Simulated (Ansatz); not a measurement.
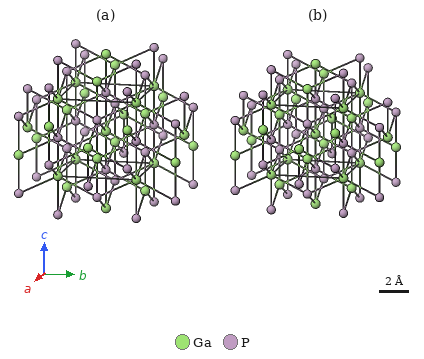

The structure of crystalline GaP (a generated structure, set up in I4_1/amd) (coarse preliminary run) before (left) and after (right) a relaxation, at one scale.

Style: ball-and-stick. Shown: the conventional cell (2 times the calculation's cell), slightly off an axis. Lengths and directions refer to the drawn axes.

Method: DFT PBE, scalar-relativistic, plane waves, PAW in Ansatz 0.2.0. (plane-wave cutoff 420 eV; k-point mesh 4 × 4 × 4; occupations gaussian; smearing width 0.1 eV; no spin polarisation; cell and atoms relaxed; force threshold 0.04 eV/Å; at most 70 steps)

Question: What changed between the two?

Answer: The atoms keep their places relative to the cell (all moves are under 0.005 Å). The volume changes by −23.1 %, with a = b 5.704 → 5.251 Å (−7.9 %), c 5.599 → 5.081 Å (−9.2 %). Near-neighbour distances that change, for instance: Ga–P 3.177 → 2.917 Å, Ga–P 2.799 → 2.541 Å. The space group stays I4_1/amd (No. 141). The energy falls by 203 meV per atom in 3 accepted moves (4 points after the start). All forces vanish by symmetry, so only the cell relaxes. The pressure goes from −9.60 to −0.07 GPa. At 1 point the geometry stayed and the basis and grid were re-selected for the new cell (energy shift of 0.8 meV per atom at most each time).
